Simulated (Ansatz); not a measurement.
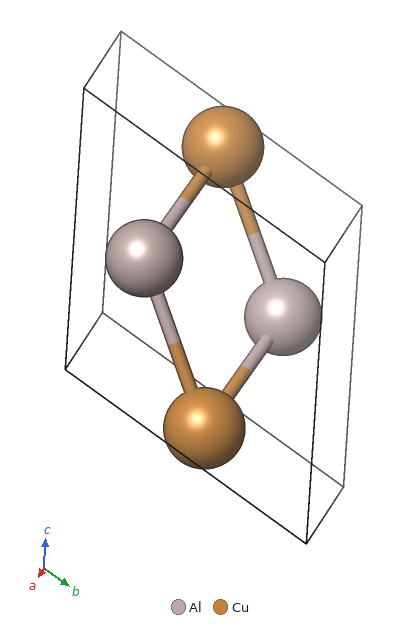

View from a general direction, drawn as a ball-and-stick model. The edges of the simulation cell are marked.

The program read this input:
```yaml
crystal:
  lattice:
    - [-2.0273575168, 2.0273575168, 2.8669875134]
    - [2.0273575168, -2.0273575168, 2.8669875134]
    - [2.0273575168, 2.0273575168, -2.8669875134]
  atoms:
    - { symbol: Al, position: [0.75, 0.25, 0.5] }
    - { symbol: Al, position: [0.25, 0.75, 0.5] }
    - { symbol: Cu, position: [0.5, 0.5, 0.0] }
basis:
  ecutwfc: 500
kpoints:
  mp_grid: { grid: [16, 16, 16] }
hamiltonian:
  xc: r2scan
scf:
  occupations: { method: gaussian, width: 0.15 }
output:
  forces: true
  stress: true
  eigenvalues: true
  write_density: true
  write_potential: true
  elf: true
  volumetric_format: npy
```
Run as:
```sh
ansatz run input.yaml --threads 2 --pin off --max-ram 5120MiB --backend cpu --events-out ev --progress --plain --runs-dir out
```

Electronic-structure method: Ansatz, DFT r2SCAN, scalar-relativistic, plane waves, PAW. Parameters: E_cut = 500 eV, k-mesh 16×16×16, Gaussian smearing of 0.15 eV, no spin polarisation.

Classify it as metallic or gapped, with the value.

Answer. A metal: bands cross the Fermi level.

Give the pressure and its sign.

Answer. The computed pressure is 0.0 GPa, close to zero.

The initial geometry was a structure listed in the Materials Project. Earlier steps of the study, as a rule a relaxation of our own, may have changed the cell and positions, so they can lie some per cent off the listed ones. An electronic-structure calculation with Ansatz was run on it.
